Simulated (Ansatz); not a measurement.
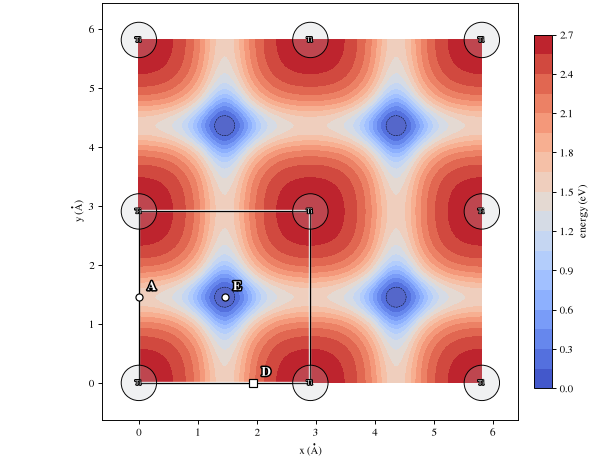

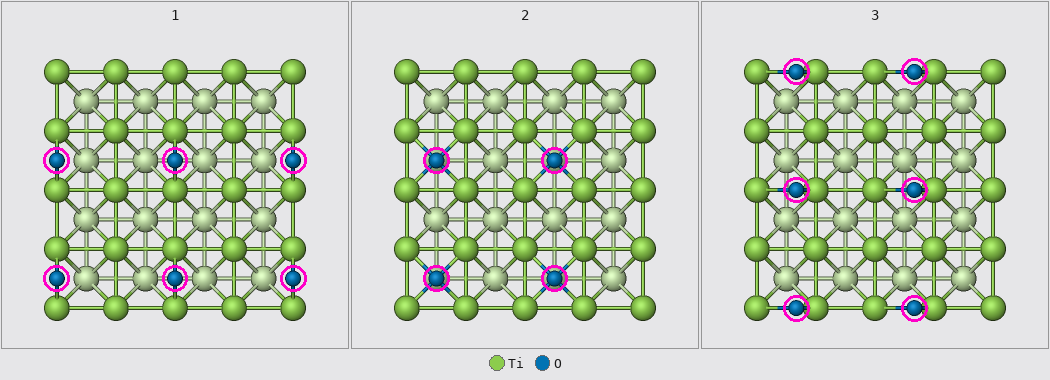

O on a Ti(100) slab cut from the Fm-3m phase, its upper half relaxed before the scan (12 atoms of substrate and one adsorbate in a 2 × 2 cell). O is moved over the surface cell; relaxed at each place: the height of the adsorbate's atoms; substrate rigid; the origin of the map has the adsorbate above Ti9. Places are given modulo a cell vector. The map is drawn in real space over the plane of the surface. The scan uses a 6 × 6 grid; 10 points were computed and 26 follow by symmetry. Places are given in fractions of the 1 × 1 surface cell. Energies are in eV, from the lowest grid point. The runs have no spin polarisation; a magnetic state may lie lower. The calculation used DFT PBE, scalar-relativistic, plane waves, PAW (Ansatz). Settings: cutoff 420 eV, k-mesh 5×5×1, gaussian smearing 0.1 eV, no spin polarisation.

In the figure: filled contours, labelled circles for the atoms of the top layer and small ones for the second layer, the outline of one cell of the 2 × 2 shown, lettered points. Between grid points the surface is interpolated. The numbered pictures are the structures at these points, in random order. Rings mark the moved atoms.

Question: Which structure belongs to which point?

Answer: A is structure 1: a bridge site between two Ti atoms, (0/6, 3/6) of the cell vectors, 1.53 eV; D is structure 3: (4/6, 0/6) of the cell vectors [nearest 1 Ti at 1.72 Å], 2.19 eV; E is structure 2: a fourfold hollow over a second-layer Ti atom, (3/6, 3/6) of the cell vectors, 0.00 eV.

PAW datasets: the set soft_1.
